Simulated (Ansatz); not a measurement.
```
Cs
1.0
     5.50015    0.00000    0.00000
     0.00000    5.50015    0.00000
     0.00000    0.00000    8.19448
Cs
2
Direct
  0.00000 0.00000 0.00000
  0.50000 0.50000 0.50000
```

Space group I4/mmm. This isn't the usual form at ambient conditions. The cell comes from a database of computed structures, not from a measurement.

Level of theory: DFT PBE, scalar-relativistic, plane waves, PAW (Ansatz).

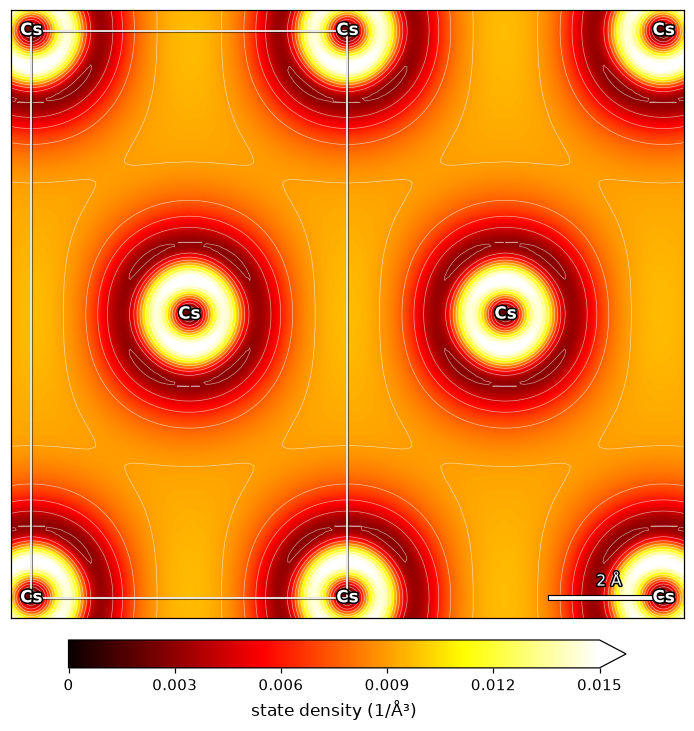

Cs. Density of the Kohn–Sham states from −0.25 to +0.25 eV about the Fermi level (the states at the Fermi level), scaled to one electron a cell: a map on the (101) plane of the conventional cell.

Core electrons are frozen (PAW), so the fields are smoothed inside the atomic spheres.

**What is the character of these states?**

Löwdin projections on the PAW files' atomic orbitals give Cs 6s (over 95 %).
